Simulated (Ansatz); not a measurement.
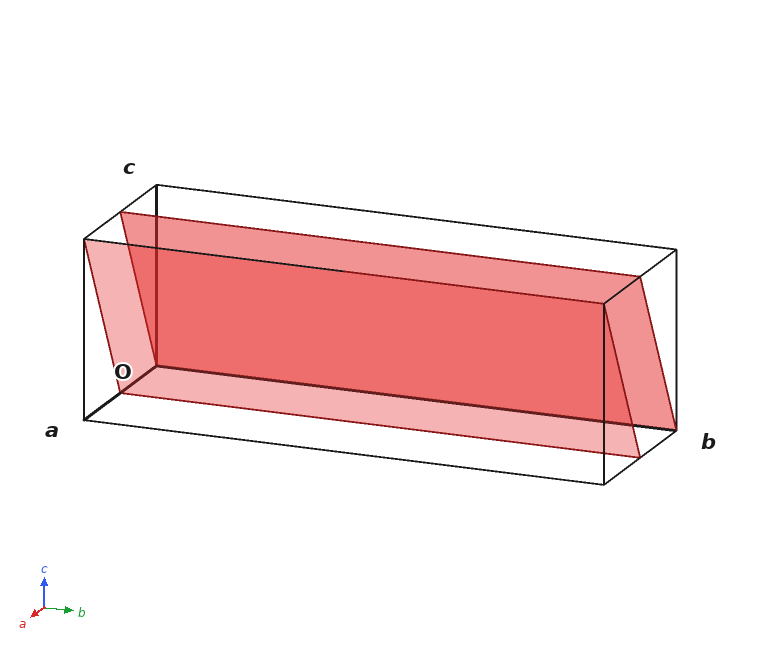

Crystal: Ru, the geometry relaxed with DFT, m-r2SCAN, plane waves (500 eV) with PAW, scalar-relativistic (Ansatz 0.2.0); the starting structure was generated, so it need not be a known form of this composition. Every member of one family of equally spaced planes, hx + ky + lz = a whole number, that cuts the unit cell is shaded (one member passes through the origin O). The drawing is computed from the coordinates (standard cell, symmetry found to 0.002 Å).

a = 2.714 Å, b = 7.942 Å, c = 2.690 Å, α = 90.00°, β = 90.00°, γ = 90.00°.

Which (hkl) family is drawn?

Answer. (2 0 −1); the opposite sign names the same planes. The member next to the origin meets the axes a at 1/2, b never, c at −1.

What is the spacing?

Answer. d = 1.212 Å.
